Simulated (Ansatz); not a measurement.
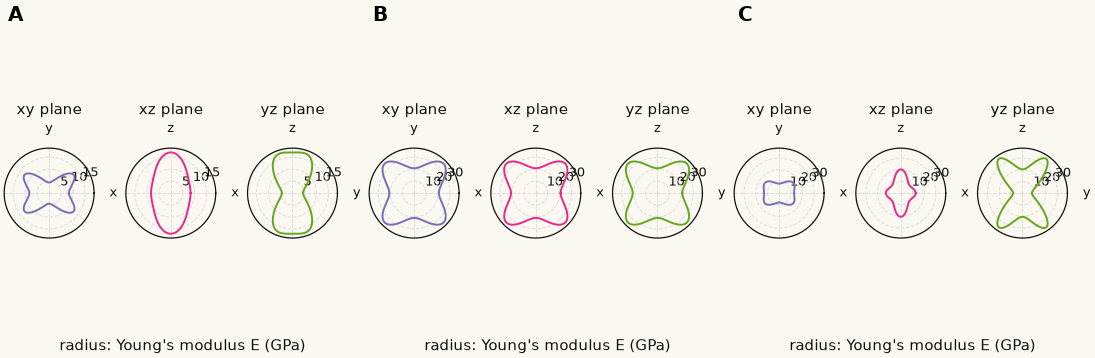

Each panel shows the Young's modulus as a function of direction in the xy, xz and yz planes for one of these solids: Br, Cmce (No. 64), 34.0 Å³/atom; I, Cmce (No. 64), 42.6 Å³/atom; MgTe, F-43m (No. 216), 33.8 Å³/atom.

Calculation (Ansatz 0.2.0): plane-wave DFT, no spin polarisation; elastic constants in Voigt order on the axes of the given cell. Level: PBE.

> Which panel belongs to which solid?

A is Br (E along x, y, z: 8.24, 4.39, 17 GPa); B is MgTe (E along x, y, z: 20.8, 20.8, 20.8 GPa); C is I (E along x, y, z: 12.8, 8.06, 20.3 GPa).
